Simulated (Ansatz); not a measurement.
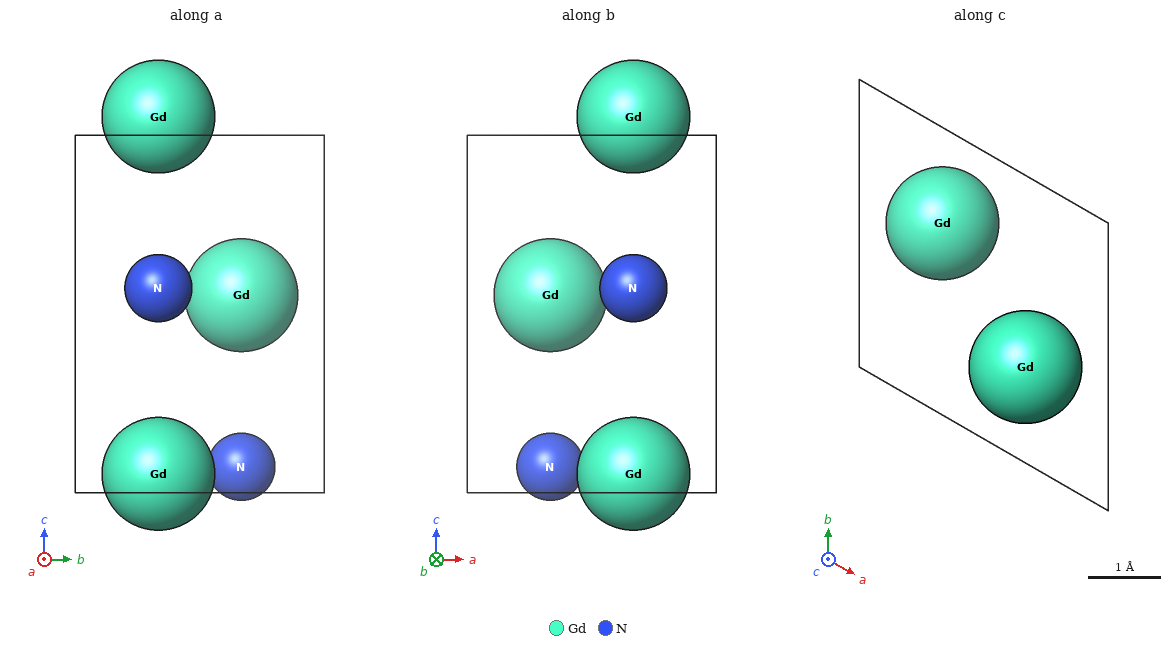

An orthographic spheres-only view of the structure, along the a axis, along the b axis and along the c axis. The frame is the conventional unit cell; atoms at its boundary are shown with their periodic copies.

Lattice parameters: a = 4.0129 Å, b = 4.0129 Å, c = 4.9846 Å, α = 90.000°, β = 90.000°, γ = 120.000°.

Transcribe the picture into a CIF in P1 with every atom of the cell, with free fractional coordinates to two decimals.

Answer.
```cif
data_structure
_symmetry_space_group_name_H-M 'P 1'
_symmetry_Int_Tables_number 1
_cell_length_a 4.0129
_cell_length_b 4.0129
_cell_length_c 4.9846
_cell_angle_alpha 90.000
_cell_angle_beta 90.000
_cell_angle_gamma 120.000
_cell_volume 69.51
loop_
_atom_site_label
_atom_site_type_symbol
_atom_site_fract_x
_atom_site_fract_y
_atom_site_fract_z
_atom_site_occupancy
Gd1 Gd 0.6667 0.3333 0.05 1
Gd2 Gd 0.3333 0.6667 0.55 1
N1 N 0.6667 0.3333 0.57 1
N2 N 0.3333 0.6667 0.07 1
```

The structure was taken from a structure type filled with these elements by a generator (whether the compound takes this form wasn't checked). It was relaxed at fixed volume with Ansatz, DFT PBE, scalar-relativistic, plane waves, PAW.

At this level of theory the run's own cell isn't at rest (compressed, at 5 GPa), so its distances can differ from those at equilibrium, the more so the softer the solid.
